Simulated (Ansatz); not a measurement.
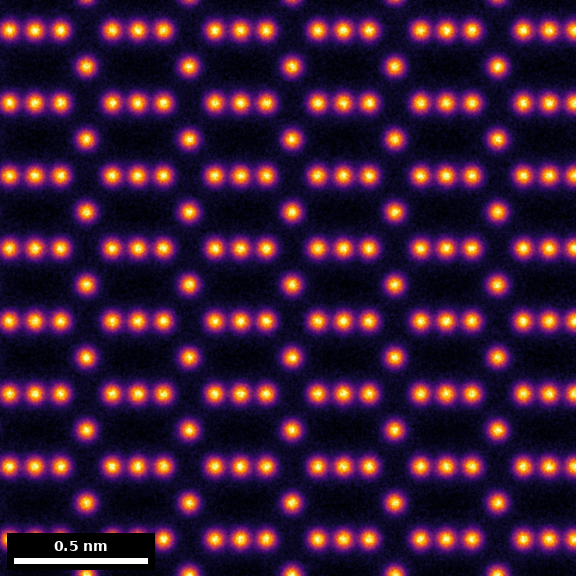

HAADF-like image of Li (Pm-3n, No. 223) along [110]. Simulated incoherent Z contrast: every atom adds Z^1.8 spread by a probe of 0.50 Å full width; channelling and multiple scattering are left out. The probe carries 25 % of its weight in a tail 2.5 times as wide. The display is stretched by a gamma of 0.8; percentages refer to the linear signal. Shot noise was added. Model: the geometry relaxed with DFT, PBE, plane waves (420 eV) with PAW, scalar-relativistic (Ansatz); the starting structure was generated, so it need not be a known form of this composition.

> Describe what the image shows.

The columns repeat on a rectangular net of 2.73 × 3.85 Å (plane group p2mm). All columns are alike (Li). The shortest distance between visible columns is 0.96 Å in projection. Along the beam the structure repeats every 7.71 Å.
